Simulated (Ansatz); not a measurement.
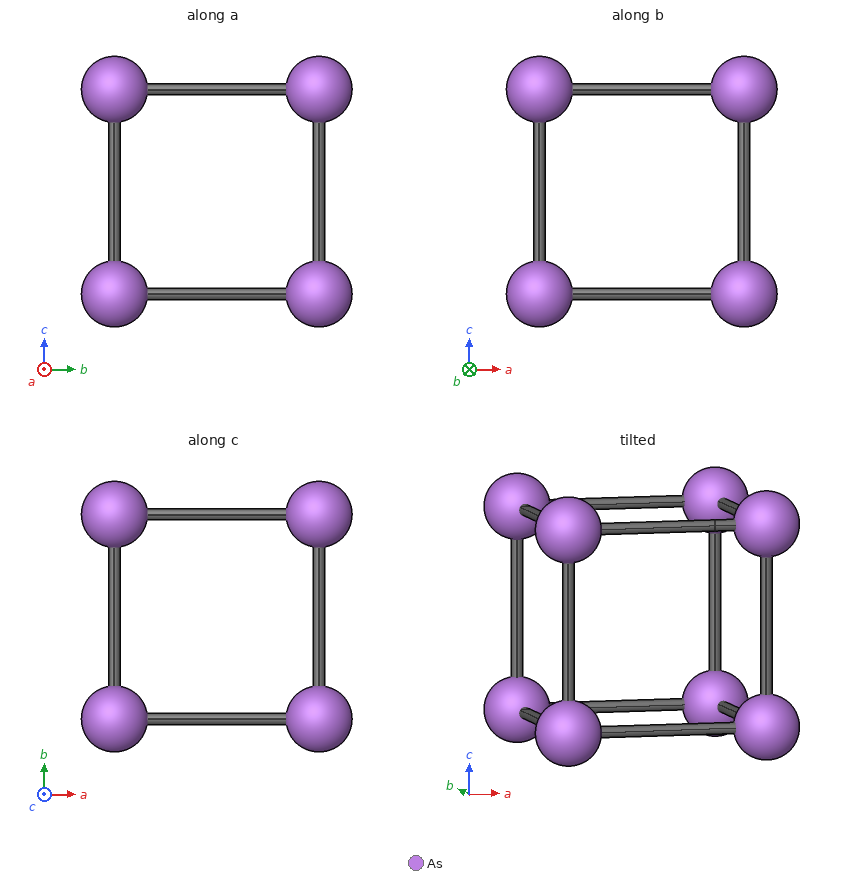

The figure gives a ball-and-stick picture of the atoms, viewed along the a axis, along the b axis, along the c axis and slightly off an axis. Lines trace the edges of the conventional unit cell.

Lattice parameters: a = 2.731 Å, b = 2.731 Å, c = 2.731 Å, α = 90.00°, β = 90.00°, γ = 90.00°. Put a along x and b in the xy plane.

**Put the structure into a POSCAR file.**

```
As
1.0
     2.731    0.000    0.000
     0.000    2.731    0.000
     0.000    0.000    2.731
As
1
Direct
  0.0000 0.0000 0.0000
```

Origin of the cell: a random cell made by a generator, so it need not be a real form of the element. Relaxation method: DFT PBE, scalar-relativistic, plane waves, PAW in Ansatz.
